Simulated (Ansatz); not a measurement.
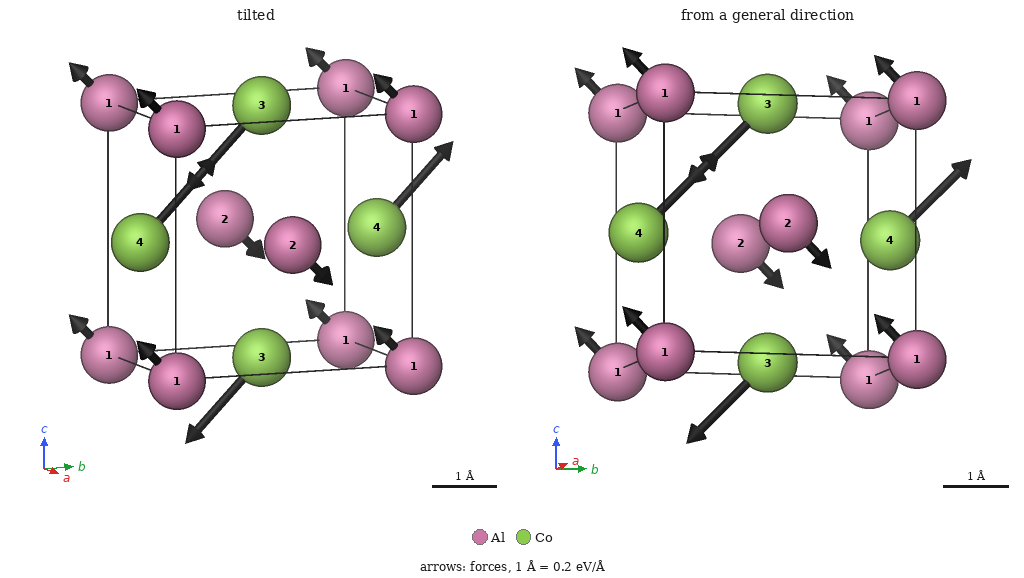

The image is a spheres-only drawing of a crystal, viewed slightly off an axis and from a general direction. Atoms at the boundary of the simulation cell (the box) are drawn once for each face, edge or corner they touch. The arrows are the computed forces on the atoms.

System: AlCo. The numbers come from DFT PBE, scalar-relativistic, plane waves, PAW in Ansatz, using an energy cutoff of 420 eV, a 22×16×16 sampling of the Brillouin zone, Gaussian smearing of 0.15 eV, no spin polarisation (a spin-restricted run, not always the ground state).

Q: Are the atoms in equilibrium?

A: No. The atoms still feel forces of up to about 0.28 eV/Å, far above a usual threshold of 0.01 to 0.03 eV/Å.

Q: On which atom is the force largest?

A: Co3 and Co4, about 0.28 eV/Å.

Q: What is the average force on each element?

A: Mean magnitudes: about Al 0.11 eV/Å, Co 0.28 eV/Å.

The structure was taken from a structure listed in the Materials Project. The cell was then strained or its atoms displaced on purpose. It was run through Ansatz as a DFT input.
